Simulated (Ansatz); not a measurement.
ZrSi3O8

The calculation's input:

```
crystal:
  lattice:
    - [3.4697053212, 0.0, 0.0]
    - [0.0, 5.8136477286, 0.0]
    - [0.0, 0.0, 5.7462840727]
  atoms:
    - { symbol: Zr, position: [0.0, 0.0, 0.0220004624] }
    - { symbol: Si, position: [0.5, 0.2525720133, 0.4418807464] }
    - { symbol: O, position: [0.5, 0.0, 0.6093529988] }
    - { symbol: O, position: [0.5, 0.0, 0.2036123611] }
    - { symbol: O, position: [0.0, 0.2656605487, 0.3430553872] }
    - { symbol: O, position: [0.0, 0.2945889051, 0.8838231679] }
    - { symbol: Si, position: [0.0, 0.5, 0.0788983185] }
    - { symbol: Si, position: [0.5, 0.7474279867, 0.4418807464] }
    - { symbol: O, position: [0.5, 0.5, 0.5856399592] }
    - { symbol: O, position: [0.5, 0.5, 0.1629772969] }
    - { symbol: O, position: [0.0, 0.7343394513, 0.3430553872] }
    - { symbol: O, position: [0.0, 0.7054110949, 0.8838231679] }
kpoints:
  mp_grid: { grid: [4, 4, 4] }
  band_path:
    path:
      - [0.0, 0.0, 0.0]
      - [0.5, 0.0, 0.0]
      - [0.5, 0.5, 0.0]
      - [0.0, 0.5, 0.0]
      - [0.0, 0.0, 0.5]
      - [0.5, 0.0, 0.5]
      - [0.5, 0.5, 0.5]
      - [0.0, 0.5, 0.5]
    npoints: 1
hamiltonian:
  xc: hse06
scf:
  occupations: { method: fixed }
  n_extra_bands: 7
output:
  forces: true
  stress: true
  eigenvalues: true
  write_density: true
  write_potential: true
  elf: true
  volumetric_format: npy
```

Below, planes, directions and counts refer to the conventional cell (a = 3.47 Å, b = 5.81 Å, c = 5.75 Å, α = 90.00°, β = 90.00°, γ = 90.00°).

Space group Pmm2; a structure from a database of computed crystals, not necessarily the ambient phase; started from the tetragonal host prototype, which need not be the ambient phase; not relaxed (largest force 0.3 eV/Å).

Theory: Ansatz 0.2.0, DFT, HSE06, plane waves, PAW.

In a PAW calculation such maps are meaningful between the atoms, not at the nuclei.

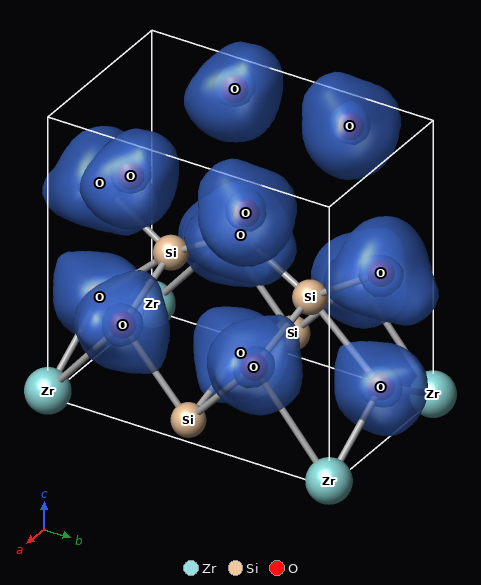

Figure 1. Isosurface of the ELF at 0.7 (blue), seen at an oblique angle. Core shells and regions of very low density are left out. Sticks mark near contacts.

**Identify the bonds, lone pairs and shells in this picture.**

The ELF exceeds this value in seven regions on O in which the atom's valence shell and bonds are merged and one region wrapped around O (its valence shell), counted in one cell of 12 atoms. Any copies at cell faces, edges or corners count once. Profiles from the grid: Si–O (1.64 Å): the ELF peaks at about 0.85 between the atoms. Zr–O (1.89 Å): the ELF peaks at about 0.80 in the valence shell of O, 0.5 Å from its nucleus, and drops to about 0.30 between the two atoms.

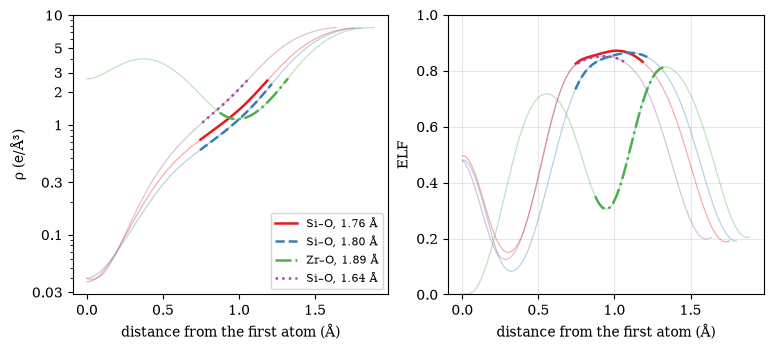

Figure 2. Valence pseudo-density and ELF along straight lines between neighbouring atoms. Thin, pale parts lie inside the atomic spheres.

**What can be read from the curves?**

Si–O (1.76 Å): ρ at the midpoint is about 1 e/Å³; the ELF peaks at about 0.85 between the atoms.
Si–O (1.80 Å): ρ at the midpoint is about 0.86 e/Å³; the ELF peaks at about 0.85 between the atoms.
Zr–O (1.89 Å): ρ is about 1.1 e/Å³ halfway; the ELF peaks at about 0.80 in the valence shell of O, 0.5 Å from its nucleus, and drops to about 0.30 between the two atoms.
Si–O (1.64 Å): the density is about 1.2 e/Å³ at the midpoint; the ELF peaks at about 0.85 between the atoms.

**Does the calculation give a band gap?**

It is gapped, with a Kohn–Sham gap of 5.5 eV on the k-point mesh (the band edges may lie off the mesh, which would make the gap smaller).
